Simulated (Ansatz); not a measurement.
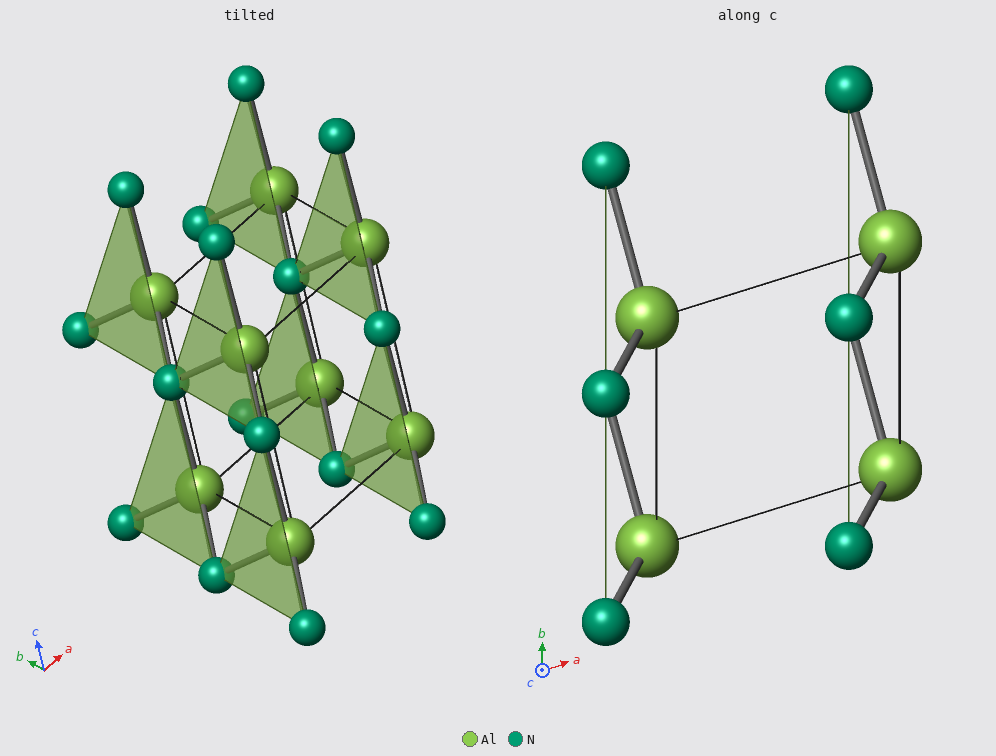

The structure above is drawn in polyhedral style and viewed slightly off an axis and along the c axis. Thin lines show the simulation cell, with boundary atoms drawn in all their periodic places. Some neighbours outside the box are added.

The input file of the run:
```yaml
crystal:
  lattice:
    - [-0.1747194848, 2.1975124797, 2.1975124797]
    - [2.022792995, 0.0, 2.022792995]
    - [2.022792995, 2.022792995, 0.0]
  atoms:
    - { symbol: Al, position: [-0.0396532948, 0.0132177649, 0.0132177649] }
    - { symbol: "N", position: [0.7896532948, 0.7367822351, 0.7367822351] }
basis:
  ecutwfc: 420
kpoints:
  mp_grid: { grid: [10, 10, 10] }
hamiltonian:
  xc: pbesol
scf:
  occupations: { method: gaussian, width: 0.02 }
output:
  forces: true
  stress: true
  eigenvalues: true
  populations: true
```
Run as:
```sh
ansatz run input.yaml --threads 1 --pin off --max-ram 1331MiB --backend cpu --events-out ev --progress --plain --runs-dir out
```

The numbers come from DFT PBEsol, scalar-relativistic, plane waves, PAW (Ansatz 0.2.0), using a cutoff energy of 420 eV, a 10×10×10 mesh of k-points, Gaussian smearing of 0.02 eV, no spin polarisation.

Q: Predict the gap.

A: An insulator at this level, with a gap of 3.35 eV on the k-mesh (the true edges may lie between mesh points, so the gap can be somewhat smaller).

Q: What pressure does the calculation give for this cell?

A: The computed pressure is 50.1 GPa (compressed: it would expand).

It derives from a structure listed in the Materials Project. The cell was then strained or its atoms displaced on purpose. It went into a calculation with Ansatz.

At this level of theory the cell isn't at rest (compressed, at 50 GPa and forces up to 1.7 eV/Å), so its distances can differ from those at equilibrium, the more so the softer the solid.
